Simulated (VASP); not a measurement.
HCl: geometry relaxation (part 2 of 4)

HCl (I4mm, 2 atoms in the cell); Kohn-Sham DFT of a periodic cell, PBEsol, VASP PAW PBE potentials, recommended, no spin polarisation (VASP 6.6.1); cutoff 600 eV, 8×8×8 k-mesh, Gaussian smearing of 0.01 eV. The structure derives from a Materials Project entry. It belongs to a series of runs on one base structure; here: relaxed at 14 GPa.

Geometry of the input (Å; fractional positions):
```
-1.9576  1.9576  2.6500
1.9576  -1.9576  2.6500
1.9576  1.9576  -2.6500
H  0.7114  0.7114  0.0000
Cl 0.9566  0.9566  0.0000
```

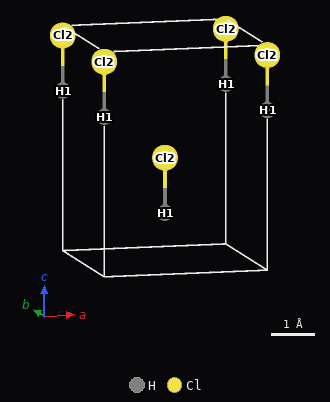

**Figure 1.** The input geometry (ball-and-stick view of the cell 2 times as large as that of the calculation, set on its symmetry axes, seen slightly off an axis; atoms are numbered from 1 in the order of the input). An atom can appear more than once, as a periodic image.

### OSZICAR, continued
```
  17 F= -.38352906E+01 E0= -.38352906E+01  d E =-.412747E-04
       N       E                     dE             d eps       ncg     rms          rms(c)
DAV:   1    -0.583772505048E+01   -0.92826E-03   -0.44336E-03  2416   0.509E-01    0.504E-02
DAV:   2    -0.583769169087E+01    0.33360E-04   -0.10850E-04  3088   0.991E-02    0.229E-02
DAV:   3    -0.583767324441E+01    0.18446E-04   -0.40178E-05  3520   0.504E-02    0.878E-03
DAV:   4    -0.583767301804E+01    0.22637E-06   -0.15473E-06  2096   0.127E-02
  18 F= -.38353958E+01 E0= -.38353958E+01  d E =-.146453E-03
       N       E                     dE             d eps       ncg     rms          rms(c)
DAV:   1    -0.583953770894E+01   -0.18645E-02   -0.17728E-02  2400   0.102E+00    0.101E-01
DAV:   2    -0.583940463479E+01    0.13307E-03   -0.43539E-04  3064   0.199E-01    0.458E-02
DAV:   3    -0.583933086598E+01    0.73769E-04   -0.15976E-04  3536   0.101E-01    0.176E-02
DAV:   4    -0.583933028519E+01    0.58079E-06   -0.63346E-06  2768   0.253E-02
  19 F= -.38355219E+01 E0= -.38355219E+01  d E =-.272625E-03
       N       E                     dE             d eps       ncg     rms          rms(c)
DAV:   1    -0.584309140290E+01   -0.37605E-02   -0.70959E-02  2400   0.204E+00    0.202E-01
DAV:   2    -0.584256160649E+01    0.52980E-03   -0.17429E-03  3032   0.397E-01    0.916E-02
DAV:   3    -0.584226690376E+01    0.29470E-03   -0.63537E-04  3536   0.201E-01    0.351E-02
DAV:   4    -0.584226517715E+01    0.17266E-05   -0.25449E-05  2768   0.508E-02    0.182E-02
DAV:   5    -0.584226498971E+01    0.18743E-06   -0.17621E-06  2264   0.111E-02
  20 F= -.38354391E+01 E0= -.38354391E+01  d E =-.189810E-03
       N       E                     dE             d eps       ncg     rms          rms(c)
DAV:   1    -0.584070300887E+01    0.15622E-02   -0.33307E-02  2416   0.140E+00    0.139E-01
DAV:   2    -0.584044910101E+01    0.25391E-03   -0.81202E-04  3040   0.271E-01    0.630E-02
DAV:   3    -0.584030915656E+01    0.13994E-03   -0.29974E-04  3528   0.138E-01    0.237E-02
DAV:   4    -0.584030917116E+01   -0.14604E-07   -0.12169E-05  2776   0.351E-02    0.121E-02
DAV:   5    -0.584030977473E+01   -0.60357E-06   -0.72187E-07  1264   0.732E-03
  21 F= -.38355435E+01 E0= -.38355435E+01  d E =-.294192E-03
       N       E                     dE             d eps       ncg     rms          rms(c)
DAV:   1    -0.584084879381E+01   -0.53962E-03   -0.42697E-03  2400   0.471E-01    0.324E-02
DAV:   2    -0.584083625035E+01    0.12543E-04   -0.12086E-04  3264   0.111E-01    0.184E-02
DAV:   3    -0.584082476909E+01    0.11481E-04   -0.27883E-05  3568   0.397E-02    0.446E-03
DAV:   4    -0.584082470525E+01    0.63839E-07   -0.79961E-07  1520   0.919E-03
  22 F= -.38355986E+01 E0= -.38355986E+01  d E =-.550619E-04
       N       E                     dE             d eps       ncg     rms          rms(c)
DAV:   1    -0.584212856212E+01   -0.13038E-02   -0.25121E-02  2400   0.114E+00    0.782E-02
DAV:   2    -0.584205757183E+01    0.70990E-04   -0.70879E-04  3320   0.269E-01    0.440E-02
DAV:   3    -0.584199120834E+01    0.66363E-04   -0.16109E-04  3584   0.953E-02    0.110E-02
DAV:   4    -0.584199114575E+01    0.62581E-07   -0.48745E-06  2736   0.221E-02
  23 F= -.38356637E+01 E0= -.38356637E+01  d E =-.120152E-03
       N       E                     dE             d eps       ncg     rms          rms(c)
DAV:   1    -0.584211955759E+01   -0.12835E-03   -0.34827E-04  2400   0.134E-01    0.922E-03
DAV:   2    -0.584211884468E+01    0.71292E-06   -0.10187E-05  3400   0.323E-02    0.492E-03
DAV:   3    -0.584211801222E+01    0.83246E-06   -0.18627E-06  1456   0.105E-02
  24 F= -.38356648E+01 E0= -.38356648E+01  d E =-.121311E-03
       N       E                     dE             d eps       ncg     rms          rms(c)
DAV:   1    -0.584056614391E+01    0.15527E-02   -0.88309E-04  2424   0.215E-01    0.328E-02
DAV:   2    -0.584054380384E+01    0.22340E-04   -0.60631E-05  2576   0.574E-02    0.102E-02
DAV:   3    -0.584054047388E+01    0.33300E-05   -0.16973E-05  2888   0.277E-02    0.827E-03
DAV:   4    -0.584054076452E+01   -0.29065E-06   -0.25610E-07  1216   0.445E-03
  25 F= -.38356930E+01 E0= -.38356930E+01  d E =-.281582E-04
       N       E                     dE             d eps       ncg     rms          rms(c)
DAV:   1    -0.583599889058E+01    0.45416E-02   -0.79347E-03  2424   0.644E-01    0.969E-02
DAV:   2    -0.583580325668E+01    0.19563E-03   -0.54092E-04  2488   0.172E-01    0.305E-02
DAV:   3    -0.583577333195E+01    0.29925E-04   -0.15275E-04  2816   0.829E-02    0.254E-02
DAV:   4    -0.583577391189E+01   -0.57994E-06   -0.24855E-06  2872   0.135E-02
  26 F= -.38357379E+01 E0= -.38357379E+01  d E =-.731125E-04
       N       E                     dE             d eps       ncg     rms          rms(c)
DAV:   1    -0.583369751686E+01    0.20758E-02   -0.15062E-03  2424   0.281E-01    0.421E-02
DAV:   2    -0.583365958511E+01    0.37932E-04   -0.10387E-04  2504   0.752E-02    0.134E-02
DAV:   3    -0.583365392563E+01    0.56595E-05   -0.29362E-05  2816   0.364E-02    0.115E-02
DAV:   4    -0.583365430872E+01   -0.38309E-06   -0.45769E-07  1224   0.595E-03
  27 F= -.38357392E+01 E0= -.38357392E+01  d E =-.743710E-04
       N       E                     dE             d eps       ncg     rms          rms(c)
DAV:   1    -0.583418514622E+01   -0.53122E-03   -0.10055E-04  2424   0.725E-02    0.109E-02
DAV:   2    -0.583418297814E+01    0.21681E-05   -0.66684E-06  2400   0.192E-02    0.348E-03
DAV:   3    -0.583418259939E+01    0.37874E-06   -0.18178E-06  1200   0.920E-03
  28 F= -.38357407E+01 E0= -.38357407E+01  d E =-.758620E-04
       N       E                     dE             d eps       ncg     rms          rms(c)
DAV:   1    -0.583498568763E+01   -0.80271E-03   -0.21815E-04  2400   0.106E-01    0.156E-02
DAV:   2    -0.583498053663E+01    0.51510E-05   -0.14964E-05  2608   0.286E-02    0.519E-03
DAV:   3    -0.583497964575E+01    0.89089E-06   -0.42611E-06  2400   0.139E-02
  29 F= -.38357408E+01 E0= -.38357408E+01  d E =-.759682E-04
       N       E                     dE             d eps       ncg     rms          rms(c)
DAV:   1    -0.583461625888E+01    0.36428E-03   -0.45406E-05  2448   0.491E-02    0.836E-03
DAV:   2    -0.583461502734E+01    0.12315E-05   -0.30182E-06  1912   0.130E-02    0.275E-03
DAV:   3    -0.583461482252E+01    0.20482E-06   -0.87734E-07  1200   0.662E-03
  30 F= -.38357405E+01 E0= -.38357405E+01  d E =-.757234E-04
       N       E                     dE             d eps       ncg     rms          rms(c)
DAV:   1    -0.583418840147E+01    0.42663E-03   -0.88138E-04  2480   0.218E-01    0.314E-02
DAV:   2    -0.583418835347E+01    0.48008E-07   -0.34785E-05  2880   0.594E-02    0.733E-03
DAV:   3    -0.583418737512E+01    0.97835E-06   -0.19157E-06  2032   0.109E-02
  31 F= -.38357414E+01 E0= -.38357414E+01  d E =-.859752E-06
       N       E                     dE             d eps       ncg     rms          rms(c)
DAV:   1    -0.583437165391E+01   -0.18330E-03   -0.17346E-04  2456   0.967E-02    0.146E-02
DAV:   2    -0.583437190224E+01   -0.24833E-06   -0.71344E-06  2896   0.273E-02
  32 F= -.38357445E+01 E0= -.38357445E+01  d E =-.395127E-05
       N       E                     dE             d eps       ncg     rms          rms(c)
DAV:   1    -0.583441405142E+01   -0.42398E-04   -0.64734E-06  2616   0.189E-02    0.274E-03
DAV:   2    -0.583441398714E+01    0.64277E-07   -0.28354E-07  1200   0.515E-03
  33 F= -.38357444E+01 E0= -.38357444E+01  d E =-.384566E-05
       N       E                     dE             d eps       ncg     rms          rms(c)
DAV:   1    -0.583440630223E+01    0.77492E-05   -0.64029E-07  1200   0.620E-03    0.788E-04
DAV:   2    -0.583440629113E+01    0.11104E-07   -0.48338E-08  1200   0.257E-03
  34 F= -.38357444E+01 E0= -.38357444E+01  d E =-.382685E-05
```

### Parts of OUTCAR
```
PREC = Accurate
   ENCUT = 600
   EDIFF = 1E-6
   ISMEAR = 0
   LREAL = False
   LASPH = True
   NELM = 100
   ISIF = 3
   GGA = PS
   IBRION = 2
   NSW = 80
   EDIFFG = -0.001
   PSTRESS = 140.0

 ion  position               nearest neighbor table
   1  0.711  0.711  0.000-   2 1.30
   2  0.957  0.957  0.000-   1 1.30

  Warning from LATTYP: Got some problem with cell dimensions!
  Tried to take original basis but could not verify dimensions!
  LATTYP: Found a base centered monoclinic cell.
 ALAT       =     6.5891995958
 B/A-ratio  =     0.5941755436
 C/A-ratio  =     0.5941701860
 COS(beta)  =    -0.5941701860

  Lattice vectors:

 A1 = (  -1.9575706260,  -1.9575529748,   2.6499762601)
 A2 = (   1.9575706260,  -1.9575529748,   2.6499762601)
 A3 = (   0.0000000000,   3.9151059496,   0.0000000000)

Analysis of symmetry for initial positions (statically):
=====================================================================
 Subroutine PRICEL returns:
 Original cell was already a primitive cell.

 Routine SETGRP: Setting up the symmetry group for a
 base centered monoclinic supercell.

 Subroutine GETGRP returns: Found  2 space group operations
 (whereof  2 operations were pure point group operations)
 out of a pool of  4 trial point group operations.

The static configuration has the point symmetry C_1h.

Analysis of symmetry for dynamics (positions and initial velocities):
=====================================================================
 Subroutine PRICEL returns:
 Original cell was already a primitive cell.

 Routine SETGRP: Setting up the symmetry group for a
 base centered monoclinic supercell.

 Subroutine GETGRP returns: Found  2 space group operations
 (whereof  2 operations were pure point group operations)
 out of a pool of  4 trial point group operations.

The dynamic configuration has the point symmetry C_1h.

 Subroutine INISYM returns: Found  2 space group operations
 (whereof  2 operations are pure point group operations),
 and found     1 'primitive' translations

----------------------------------------------------------------------------------------

                                     Primitive cell

  volume of cell :      40.6193

  direct lattice vectors                    reciprocal lattice vectors
    -1.957570626  1.957552975  2.649976260     0.000000000  0.255420929  0.188680936
     1.957570626 -1.957552975  2.649976260     0.255418626  0.000000000  0.188680936
     1.957570626  1.957552975 -2.649976260     0.255418626  0.255420929  0.000000000

  length of vectors
     3.832293123  3.832293123  3.832293123     0.317553691  0.317551838  0.361218114

  position of ions in fractional coordinates (direct lattice)
     0.711414722  0.711414722  0.000000000
     0.956585278  0.956585278  0.000000000

  ion indices of the primitive-cell ions
   primitive index   ion index
                 1           1
                 2           2

----------------------------------------------------------------------------------------

 KPOINTS: regular mesh

Automatic generation of k-mesh.
 Grid dimensions read from file:
 generate k-points for:    8    8    8

 Generating k-lattice:

  Cartesian coordinates                     Fractional coordinates (reciprocal lattice)
     0.000000000  0.031927616  0.023585117     0.125000000 -0.000000000  0.000000000
     0.031927328  0.000000000  0.023585117     0.000000000  0.125000000  0.000000000
     0.031927328  0.031927616  0.000000000     0.000000000 -0.000000000  0.125000000

  Length of vectors
     0.039694211  0.039693980  0.045152264

  Shift w.r.t. Gamma in fractional coordinates (k-lattice)
     0.000000000  0.000000000  0.000000000

 Subroutine IBZKPT returns following result:
 ===========================================

 Found    150 irreducible k-points:

 Following reciprocal coordinates:
            Coordinates               Weight
  0.000000  0.000000  0.000000      1.000000
  0.125000  0.000000  0.000000      2.000000
  0.000000 -0.125000  0.125000      2.000000
  0.250000  0.000000  0.000000      2.000000
  0.000000 -0.250000  0.250000      2.000000
  0.375000  0.000000 -0.000000      2.000000
 -0.000000 -0.375000  0.375000      2.000000
  0.500000  0.000000  0.000000      1.000000
  0.000000  0.500000  0.500000      1.000000
  0.000000  0.125000 -0.000000      4.000000
  0.125000  0.125000 -0.000000      4.000000
 -0.000000 -0.250000  0.125000      4.000000
  0.250000  0.125000 -0.000000      4.000000
 -0.000000 -0.375000  0.250000      4.000000
  0.375000  0.125000 -0.000000      4.000000
  0.000000  0.500000  0.375000      4.000000
  0.500000  0.125000  0.000000      4.000000
  0.000000  0.375000  0.500000      4.000000
 -0.375000  0.125000  0.000000      4.000000
  0.000000  0.250000 -0.375000      4.000000
 -0.250000  0.125000  0.000000      4.000000
 -0.000000  0.125000 -0.250000      4.000000
 -0.125000  0.125000 -0.000000      4.000000
  0.000000  0.250000 -0.000000      4.000000
 [... further k-points ...]
   k-points           NKPTS =    150   k-points in BZ     NKDIM =    150   number of bands    NBANDS=      8
   number of dos      NEDOS =    301   number of ions     NIONS =      2
   total plane-waves  NPLWV =  32768
   dimension x,y,z NGX =    32 NGY =   32 NGZ =   32
   dimension x,y,z NGXF=    64 NGYF=   64 NGZF=   64
   ions per type =               1   1
   NGX,Y,Z   is equivalent  to a cutoff of  13.88, 13.88, 13.88 a.u.
   NGXF,Y,Z  is equivalent  to a cutoff of  27.76, 27.76, 27.76 a.u.
 SYSTEM =  unknown system
   PREC   = accura    normal or accurate (medium, high low for compatibility)
   ISTART =      0    job   : 0-new  1-cont  2-samecut
   ICHARG =      2    charge: 1-file 2-atom 10-const
   ISPIN  =      1    spin polarized calculation?
   LNONCOLLINEAR =      F non collinear calculations
   LSORBIT =      F    spin-orbit coupling
   LASPH  =      T    aspherical Exc in radial PAW
   ENCUT  =  600.0 eV  44.10 Ry    6.64 a.u.   7.65  7.65  7.65*2*pi/ulx,y,z
   NELM   =    100;   NELMIN=  2; NELMDL= -5     # of ELM steps
   EDIFF  = 0.1E-05   stopping-criterion for ELM
   LREAL  =      F    real-space projection
   EDIFFG = -.1E-02   stopping-criterion for IOM
   NSW    =     80    number of steps for IOM
   IBRION =      2    ionic relax: 0-MD 1-quasi-New 2-CG
   NFREE  =      1    steps in history (QN), initial steepest desc. (CG)
   ISIF   =      3    stress and relaxation
   ISYM   =      2    0-nonsym 1-usesym 2-fastsym
   POTIM  = 0.5000    time-step for ionic-motion
   TEBEG  =    0.0;   TEEND  =   0.0 temperature during run
   PSTRESS=  140.0 pullay stress
   NELECT =       8.0000    total number of electrons
   NUPDOWN=      -1.0000    fix difference up-down
   EMIN   =  10.00;   EMAX   =-10.00  energy-range for DOS
   EFERMI =   0.00;   METHOD = LEGACY
   ISMEAR =     0;   SIGMA  =   0.01  broadening in eV -4-tet -1-fermi 0-gaus
   EFERMI_NEDOS =   21; number of points for ismear=-14 and -15
   IALGO  =     38    algorithm
   IMIX   =      4    mixing-type and parameters
     AMIX     =   0.40;   BMIX     =  1.00
     AMIX_MAG =   1.60;   BMIX_MAG =  1.00
  volume/ion in A,a.u.               =      20.31       137.06
  Fermi-wavevector in a.u.,A,eV,Ry     =   0.952490  1.799945 12.343717  0.907238
  Thomas-Fermi vector in A             =   2.081058
   LORBIT       =      0    0 simple, 1 ext, 2 COOP (PROOUT), +10 PAW based schemes
   GGA     = PS    functional components
   LHFCALC =     F    Hartree Fock is set to
   AEXX    =    0.0000 exact exchange contribution
   IVDW    =     0    specifies the selected vdW correction
   LEPSILON=     F    determine dielectric tensor
   LRPA    =     F    only Hartree local field effects (RPA)
 conjugate gradient relaxation of ions
 non-spin polarized calculation
 Gauss-broadening in eV      SIGMA  =   0.01
  energy-cutoff  :      600.00
  volume of cell :       40.62
 maximum number of plane-waves:      1371
   NGX = 15   NGY = 15   NGZ = 15

--------------------------------------- Ionic step        1  -------------------------------------------

 number of electron       8.0000000 magnetization

 Free energy of the ion-electron system (eV)
  ---------------------------------------------------
  ext. energy  EPLUGINS =         0.00000000
  ---------------------------------------------------
  free energy    TOTEN  =        -6.22598811 eV

  energy without entropy =       -6.22598811  energy(sigma->0) =       -6.22598811

------------------------ aborting loop because EDIFF is reached ----------------------------------------

  FORCE on cell =-STRESS in cart. coord.  units (eV):
  Direction    XX          YY          ZZ          XY          YZ          ZX
  --------------------------------------------------------------------------------------
  -------------------------------------------------------------------------------------
  Total       -0.0030109     -0.0029964     -0.1402490      0.0000000      0.0000003      0.0000000
  in kB       -0.1187629     -0.1181908     -5.5319387      0.0000000      0.0000116      0.0000000
  external PRESSURE =    -141.9229641 kB  Pullay stress =     140.0000000 kB

 VOLUME and BASIS-vectors are now :
```
